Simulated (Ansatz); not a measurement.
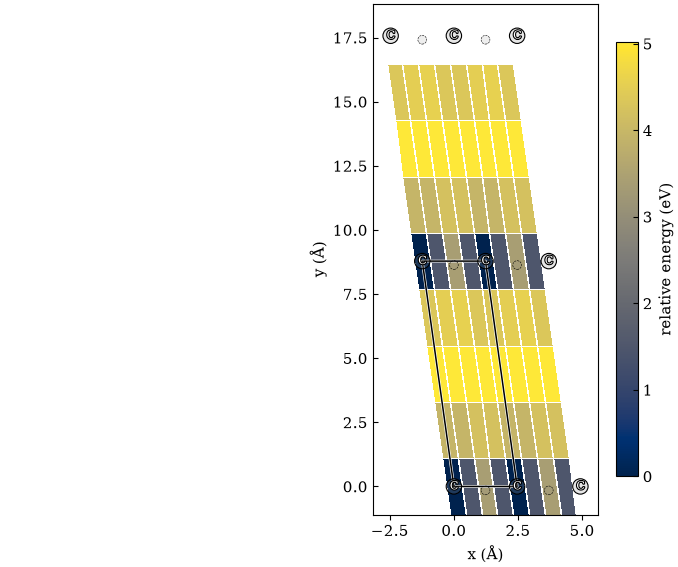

Energy landscape of F on a C(101) slab cut from the P6/mmm phase, its upper half relaxed before the scan (12 atoms of substrate and one adsorbate in a 2 × 1 cell). 
- F is moved over the surface cell; relaxed at each place: the height of the adsorbate's atoms; substrate rigid; the origin of the map has the adsorbate above C11.
- Places are given modulo a cell vector. The map is drawn in real space over the plane of the surface.
- Grid: 4 × 4 points.
- Places are given in fractions of the 1 × 1 surface cell.
- Energies: eV, counted from the lowest grid point.
- At some places the adsorbate sinks to or below the level of the top layer.
- Theory: DFT PBE, scalar-relativistic, plane waves, PAW in Ansatz 0.2.0. Settings: cutoff 420 eV, k-mesh 6×3×1, gaussian smearing 0.1 eV, no spin polarisation.

Drawn: one coloured cell a grid point, labelled circles for the atoms of the top layer and small ones for the second layer, the outline of one cell of the 2 × 2 shown. 

What does the map say about the system?

Answer. The lowest grid point is at the top site over a surface C atom, (0/4, 0/4) of the cell vectors. The highest grid point, a place at or below the level of the top layer, (3/4, 2/4) of the cell vectors, lies 5.02 eV above the lowest. At the lowest point the adsorbate has 1 C at 1.34 Å as nearest neighbours, at the highest 2 C at 3.76 Å. Its relaxed height above the top atom is 1.34 Å at the lowest and −2.35 Å at the highest point.

Each point was launched as `ansatz run input.yaml --threads 4 --pin off --max-ram 12288MiB --backend cpu --events-out ev --progress --plain --runs-dir out`. Time for the 16 points that were run: 38 min on 4 threads of Arm Neoverse N1 (shared host).

PAW datasets: the set soft_1.
